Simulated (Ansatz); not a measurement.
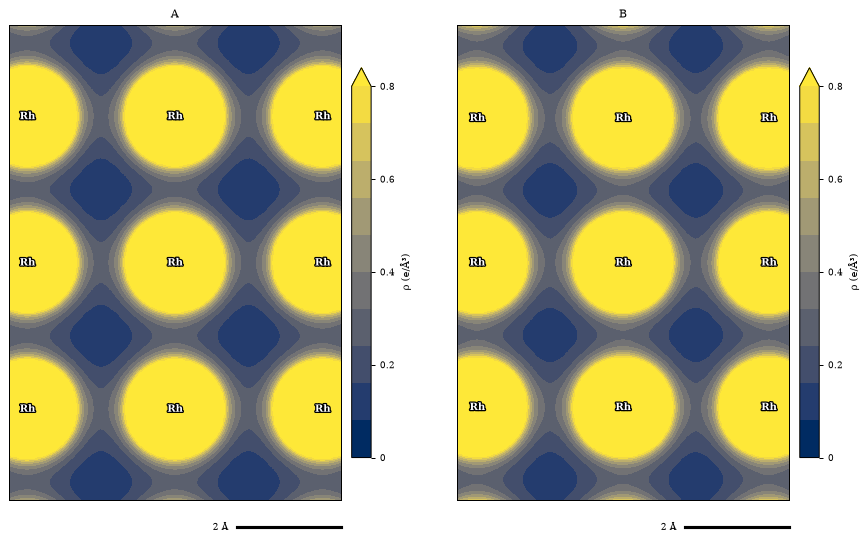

Rh. The valence charge density (pseudo) of two cells that differ in size, on the (11̄0) plane of each (indices in the axes of the calculation cell), at one length scale and on one colour scale: A has 16.9 Å³ an atom and B 16.3.

The calculation used Ansatz 0.2.0, DFT, RPBE, plane waves (420 eV) with PAW, scalar-relativistic.

In a PAW calculation such maps are meaningful between the atoms, not at the nuclei.

The larger cell:

```
Rh
1.0
    -2.79719    3.21852    1.37302
     3.21852   -2.79719    1.37302
     1.95885    1.95885   -0.60136
Rh
2
Direct
  0.01022 0.98978 0.00000
  0.73978 0.26022 0.50000
```

The smaller cell: a = 4.426 Å, b = 4.426 Å, c = 2.801 Å, α = 90.00°, β = 90.00°, γ = 143.44°.

Question: What does the compression do to the bonding and the properties?

Answer: From the larger cell to the smaller, Rh–Rh goes from 2.81 to 2.78 Å, and the density at its midpoint from 0.29 to 0.31 e/Å³; the pressure goes from −18 to −13 GPa.
